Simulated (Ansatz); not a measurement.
The calculation's input:

```
crystal:
  lattice:
    - [6.3082133253, -1.0e-10, 0.0]
    - [-3.1541066627, -5.4630729922, 0.0]
    - [0.0, 0.0, -12.1445021927]
  atoms:
    - { symbol: W, position: [0.834358739, 0.1672593676, 0.2523558948] }
    - { symbol: W, position: [0.3344450349, 0.1672541713, 0.2523552032] }
    - { symbol: W, position: [0.834366989, 0.6671824645, 0.2523546024] }
    - { symbol: W, position: [0.3343908512, 0.6672378615, 0.252353471] }
    - { symbol: W, position: [0.1791452509, 0.3474786743, 0.7528469883] }
    - { symbol: W, position: [0.6672508484, 0.3336421887, 0.7524217975] }
    - { symbol: W, position: [0.17482107, 0.8284063589, 0.7540524014] }
    - { symbol: W, position: [0.6524624108, 0.8284887834, 0.7536787996] }
    - { symbol: S, position: [0.8293670045, 0.1662750709, 0.8833930809] }
    - { symbol: S, position: [0.3358139994, 0.1661910817, 0.8848294349] }
    - { symbol: S, position: [0.8379348489, 0.668443002, 0.8812558866] }
    - { symbol: S, position: [0.3338844532, 0.6669693535, 0.8871948315] }
    - { symbol: S, position: [0.1676740168, 0.3337950218, 0.3821427365] }
    - { symbol: S, position: [0.6677208047, 0.3339001889, 0.3822769125] }
    - { symbol: S, position: [0.1676721669, 0.8339522253, 0.3821470526] }
    - { symbol: S, position: [0.6678257213, 0.8339512231, 0.3821453486] }
    - { symbol: S, position: [0.8323804426, 0.1684936871, 0.6213353679] }
    - { symbol: S, position: [0.3369923728, 0.1685116229, 0.621328092] }
    - { symbol: S, position: [0.8323703876, 0.6638897647, 0.6213309187] }
    - { symbol: S, position: [0.3339119914, 0.6669702369, 0.6176131233] }
    - { symbol: S, position: [0.1676718996, 0.3337948861, 0.1225676674] }
    - { symbol: S, position: [0.6677233213, 0.3339006331, 0.1224372387] }
    - { symbol: S, position: [0.1676685318, 0.83395061, 0.12256278] }
    - { symbol: S, position: [0.6678275098, 0.833953496, 0.1225645362] }
    - { symbol: H, position: [0.0005844833, 0.0001346933, 0.75075793] }
  host:
    lattice:
      - [3.1541066627, 0.0, 0.0]
      - [-1.5770533313, 2.7315364961, 0.0]
      - [0.0, 0.0, 12.1445021927]
    atoms:
      - { symbol: W, position: [0.3333333333, 0.6666666667, 0.75] }
      - { symbol: W, position: [0.6666666667, 0.3333333333, 0.25] }
      - { symbol: S, position: [0.3333333333, 0.6666666667, 0.1203349421] }
      - { symbol: S, position: [0.6666666667, 0.3333333333, 0.6203349421] }
      - { symbol: S, position: [0.3333333333, 0.6666666667, 0.3796650579] }
      - { symbol: S, position: [0.6666666667, 0.3333333333, 0.8796650579] }
total_charge: 1
basis:
  ecutwfc: 420
  xc_grid: 2
kpoints:
  mp_grid: { grid: [3, 3, 2], shift: [0.0, 0.0, 0.5] }
hamiltonian:
  xc: pbe
  dispersion: d3bj
scf:
  occupations: { method: gaussian, width: 0.01 }
output:
  forces: true
  stress: false
  eigenvalues: true
  charged_corrections:
    defect_position: [0.0, 0.0, 0.80769231]
    epsilon: [[14.1706, 0.0, 0.0], [0.0, 14.1706, 0.0], [0.0, 0.0, 6.6541]]
  write_density: true
  write_potential: true
  elf: true
  volumetric_format: npy
relax:
  adjacent_minimum: "off"
  f_tol: 0.025
  max_steps: 45
```

Run with:

```sh
ansatz run input.yaml --threads 4 --pin off --max-ram 10240MiB --backend cpu --events-out ev --progress --plain --runs-dir out
```

The fields are those of the run's last geometry, not of the input's.

Method: DFT PBE+D3(BJ), scalar-relativistic, plane waves, PAW in Ansatz.

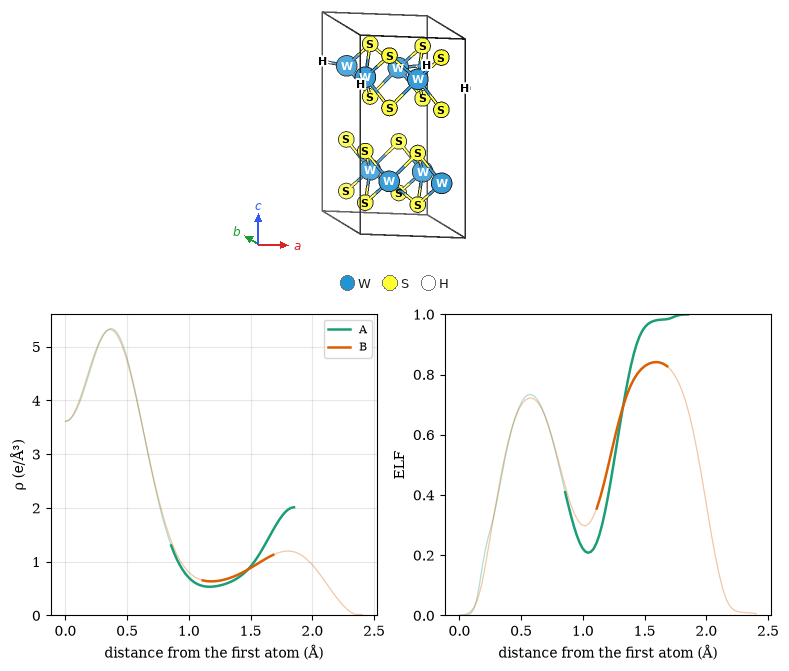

HW₈S₁₆ (cell charge +1, with a compensating background) (cell with a defect). Valence electron density and electron localisation function along straight lines between neighbouring atoms. Thin, pale parts lie inside the atomic spheres. The structure is drawn too.

Core electrons are frozen (PAW), and the valence fields are smoothed inside the atomic spheres.

### Which curve belongs to which contact (W–H and W–S)? The first atom named is at distance zero.

Curve A: W–H (1.85 Å): the density is about 0.94 e/Å³ at the midpoint; the ELF climbs to about 1 towards the hydrogen. Curve B: W–S (2.40 Å): the density is about 0.64 e/Å³ at the midpoint; the ELF peaks at about 0.85 in the valence shell of S, 0.8 Å from its nucleus, and is about 0.50 at the midpoint.
